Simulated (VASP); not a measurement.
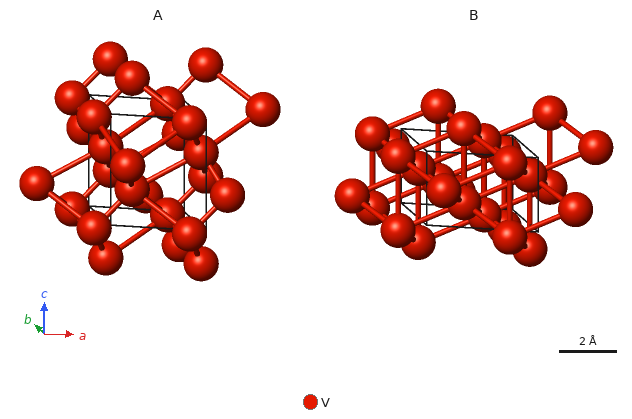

Two geometries of a crystal of V (a generated structure, set up in P3_121), drawn at one scale. One is the start of a relaxation, the other its converged end. The picture is a ball-and-stick view of the cell of the calculation, seen slightly off an axis.

Computed with Kohn-Sham DFT of a periodic cell, PBEsol, VASP PAW PBE potentials, recommended in VASP 6.6.1. Set-up: plane-wave cutoff 600 eV; k-point mesh 6 × 6 × 4; occupations gaussian; smearing width 0.1 eV; no spin polarisation.

### Which of the two is the end point?

Structure B is the relaxed one. The run lets cell and atoms move. The largest moves relative to the cell, 0.44 Å, are those of V atoms. The drawn cell changes as follows: a = b 3.509 → 4.107 Å (+17.0 %), c 3.981 → 2.653 Å (−33.4 %); the volume changes by −8.7 %. Among the contacts that change: V–V 3.981 → 2.653 Å, V–V 3.593 → 2.959 Å, V–V 1.907 → 2.528 Å, V–V 2.761 → 2.532 Å. Bond angles that change, for instance: V–V–V 103.1° → 71.6°, V–V–V 78.9° → 108.4°, V–V–V 99.0° → 71.6°. The space group (tolerance 0.01 Å) goes from P3_121 (No. 152) to R-3m (No. 166). Over 21 geometry steps the energy falls by 1670 meV per atom. Largest force component: 4.9 eV/Å at the start, 0.014 eV/Å at the end. Pressure: 19.81 GPa at the start and 0.32 GPa at the end. It ran on 1 thread of Intel(R) Xeon(R) Platinum 8488C (Sapphire Rapids), with other jobs on the host.

Limits of the set-up: the k-point mesh is coarse for a cell with partly filled bands.
